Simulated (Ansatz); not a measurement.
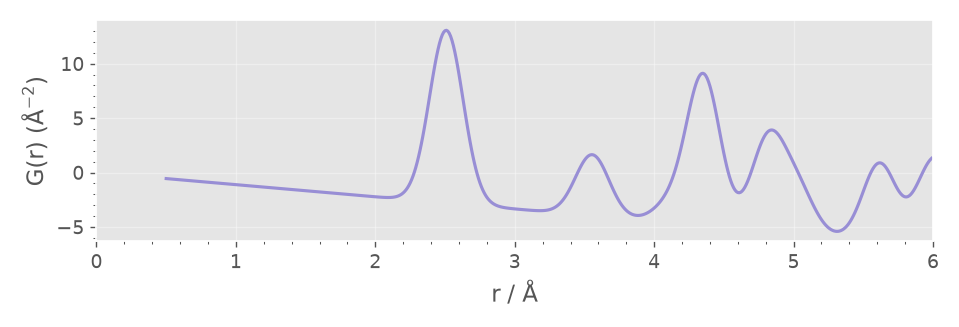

Computed neutron G(r), with each pair weighted by the product of the tabulated coherent neutron scattering lengths (natural isotope mix where the element has one) and a uniform peak width σ = 0.12 Å. There is no Q-range truncation.

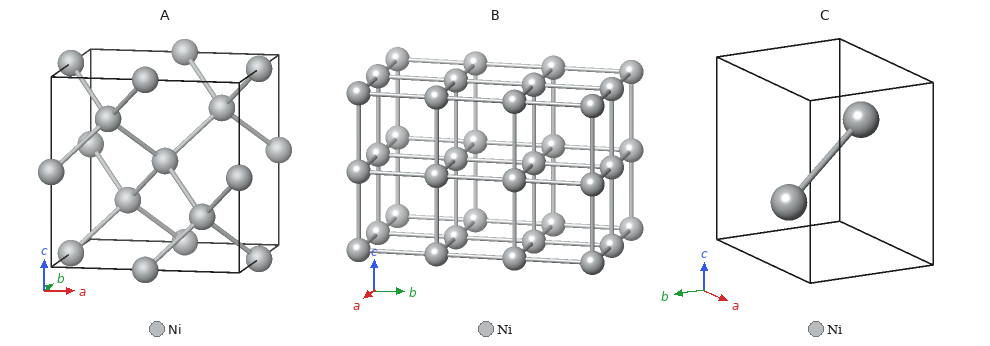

Candidate structures:

A. Ni, a = 5.190 Å, b = 5.190 Å, c = 5.190 Å, α = 90.00°, β = 90.00°, γ = 90.00°, Fd-3m

B. Ni, a = 2.367 Å, b = 2.367 Å, c = 2.367 Å, α = 90.00°, β = 90.00°, γ = 90.00°, Pm-3m

C. Ni, a = 2.514 Å, b = 2.514 Å, c = 4.116 Å, α = 90.00°, β = 90.00°, γ = 120.00°, P6_3/mmc

Origins: A, the input geometry of an electronic-structure calculation (not necessarily at equilibrium); the starting structure was generated, so it need not be a known form of this composition; B, the input geometry of an electronic-structure calculation (not necessarily at equilibrium); the starting structure was generated, so it need not be a known form of this composition; C, the geometry relaxed with DFT, RPBE, plane waves (420 eV) with PAW, scalar-relativistic in Ansatz; the starting structure was generated, so it need not be a known form of this composition.

Question: From which structure was the curve computed?

Answer: Candidate C, Ni, P6_3/mmc (first clear peaks at 2.51 Å (Ni–Ni) and 3.56 Å (Ni–Ni)). The others: A would give first clear peaks at 2.24 Å (Ni–Ni) and 3.67 Å (Ni–Ni); B would give first clear peaks at 2.36 Å (Ni–Ni) and 3.35 Å (Ni–Ni).
